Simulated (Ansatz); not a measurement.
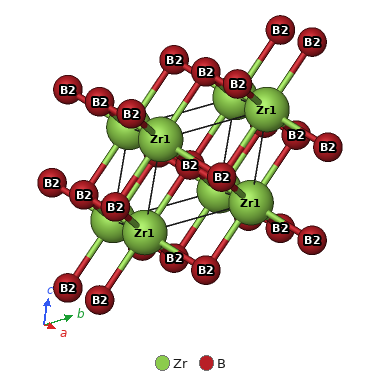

The system is ZrB (Fm-3m, No. 225; 2 atoms in the cell); the picture shows the reference structure. 
- The energy is mapped over volume and the cell's shape.
- Coordinates scanned: (1) volume per atom; (2) c/a of the conventional cell.
- Nothing is relaxed (symmetry fixes all fractional coordinates).
- Grid: 7 × 7 points.
- Points are written as (first, second).
- Energies: meV/atom, counted from the lowest grid point.
- Computed with Ansatz 0.2.0, DFT LDA, scalar-relativistic, plane waves, PAW. Settings: cutoff 520 eV, k-mesh 18×18×18, gaussian smearing 0.15 eV, no spin polarisation.

Its coordinates:

```
CELL_PARAMETERS angstrom
0.00000 2.41539 2.41539
2.41539 0.00000 2.41539
2.41539 2.41539 0.00000
ATOMIC_POSITIONS crystal
Zr 0.00000 0.00000 0.00000
B 0.50000 0.50000 0.50000
```

Range: volume per atom from 12.40 to 15.78 Å³; c/a of the conventional cell from 0.834 to 1.200.

Question: Predict the map.

Answer: The lowest grid point is at (14.09 Å³, 1.000). It is the only kind of minimum in the scanned range. The highest grid point, (12.40 Å³, 1.200), lies 522 meV/atom above the lowest. Round the minimum the two coordinates are nearly uncoupled.

```tsv
c/a of the conventional cell ↓, volume per atom →	12.40	12.96	13.53	14.09	14.65	15.22	15.78
1.200	522	412	338	294	276	280	301
1.129	316	221	163	135	133	152	189
1.062	184	100	52	35	43	72	118
1.000	138	57	13	0	12	44	93
0.941	184	101	54	37	45	74	120
0.886	310	222	169	146	146	167	205
0.834	503	405	343	309	300	311	339
```

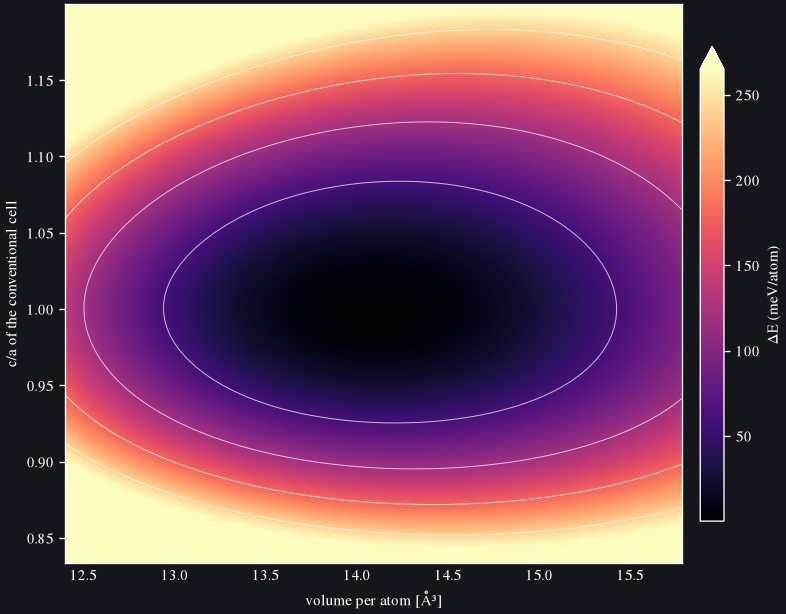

The picture shows a smooth colour map with a few white contour lines, one colour for all values above the top of the scale. Between grid points the surface is interpolated.

Time for the 49 points that were run: 9.4 min on 1 thread of Arm Neoverse V1, with other jobs on the host.
